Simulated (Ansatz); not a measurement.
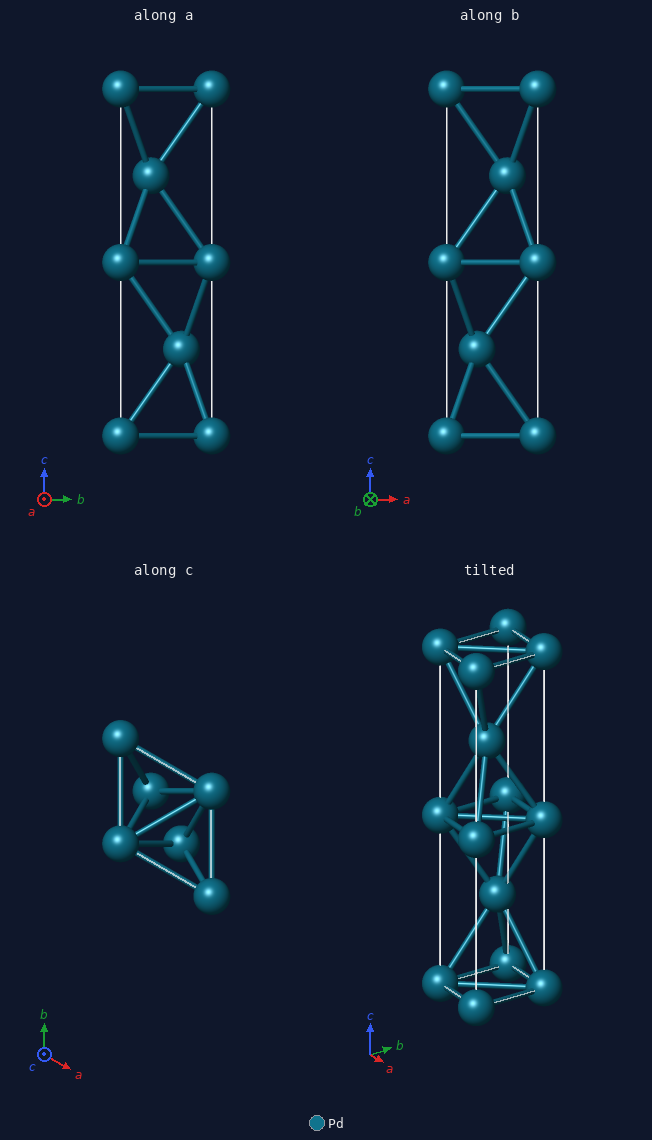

An orthographic ball-and-stick view of the structure, along the a axis, along the b axis, along the c axis and slightly off an axis. The frame is the conventional unit cell; atoms at its boundary are shown with their periodic copies.

Lattice parameters: a = 2.8105 Å, b = 2.8105 Å, c = 9.2618 Å, α = 90.000°, β = 90.000°, γ = 120.000°.

Reconstruct the structure as a CIF with its space group and independent sites.

Answer.
```cif
data_structure
_symmetry_space_group_name_H-M 'P 63/m m c'
_symmetry_Int_Tables_number 194
_cell_length_a 2.8105
_cell_length_b 2.8105
_cell_length_c 9.2618
_cell_angle_alpha 90.000
_cell_angle_beta 90.000
_cell_angle_gamma 120.000
_cell_volume 63.36
loop_
_atom_site_label
_atom_site_type_symbol
_atom_site_symmetry_multiplicity
_atom_site_Wyckoff_symbol
_atom_site_fract_x
_atom_site_fract_y
_atom_site_fract_z
_atom_site_occupancy
Pd1 Pd 2 a 0.0000 0.0000 0.0000 1
Pd2 Pd 2 c 0.3333 0.6667 0.2500 1
```

Starting structure: a structure type filled with this element by a generator (whether the element takes this form wasn't checked). Earlier steps of the study may have refined or changed the cell and positions. It was run through Ansatz as a DFT input.
